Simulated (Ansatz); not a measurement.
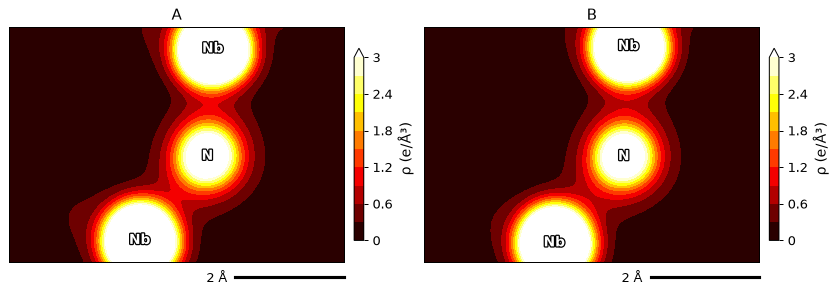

Nb3N5. The valence electron density of two cells that differ in size and shape, on the (001) plane of each (indices in the axes of the calculation cell), at one length scale and on one colour scale; one has 11.5 and the other 12.7 Å³ an atom.

Space group Cmcm; a structure from a database of computed crystals, not necessarily the ambient phase.

Computed with DFT PBEsol, scalar-relativistic, plane waves, PAW (Ansatz 0.2.0).

Core electrons are frozen (PAW), and the valence fields are smoothed inside the atomic spheres.

The larger cell:

```yaml
crystal:
  lattice:
    - [1.93342, -5.11796, 0.00000]
    - [1.93342, 5.11796, 0.00000]
    - [0.00000, 0.00000, 10.23598]
  atoms:
    - { symbol: Nb, position: [0.86823, 0.13177, 0.44121] }
    - { symbol: Nb, position: [0.86823, 0.13177, 0.05879] }
    - { symbol: Nb, position: [0.79693, 0.20307, 0.75000] }
    - { symbol: Nb, position: [0.20307, 0.79693, 0.25000] }
    - { symbol: Nb, position: [0.13177, 0.86823, 0.55879] }
    - { symbol: Nb, position: [0.13177, 0.86823, 0.94121] }
    - { symbol: N, position: [0.69110, 0.30890, 0.92627] }
    - { symbol: N, position: [0.95316, 0.04684, 0.62044] }
    - { symbol: N, position: [0.95316, 0.04684, 0.87956] }
    - { symbol: N, position: [0.69110, 0.30890, 0.57373] }
    - { symbol: N, position: [0.76508, 0.23492, 0.25000] }
    - { symbol: N, position: [0.04684, 0.95316, 0.37956] }
    - { symbol: N, position: [0.30890, 0.69110, 0.07373] }
    - { symbol: N, position: [0.30890, 0.69110, 0.42627] }
    - { symbol: N, position: [0.23492, 0.76508, 0.75000] }
    - { symbol: N, position: [0.04684, 0.95316, 0.12044] }
```

The smaller cell: a = 5.296 Å, b = 5.296 Å, c = 9.867 Å, α = 90.00°, β = 90.00°, γ = 138.24°.

Question: Which is the denser cell? Describe the effect of the change.

Answer: Panel A is the smaller cell, by 9 % in volume. From the larger cell to the smaller, Nb–N goes from 2.03 to 1.98 Å, and the density at its midpoint from 0.88 to 0.97 e/Å³; the pressure goes from 0.0 to 27 GPa; the Kohn–Sham gap goes from 0.73 eV to 0.64 eV.
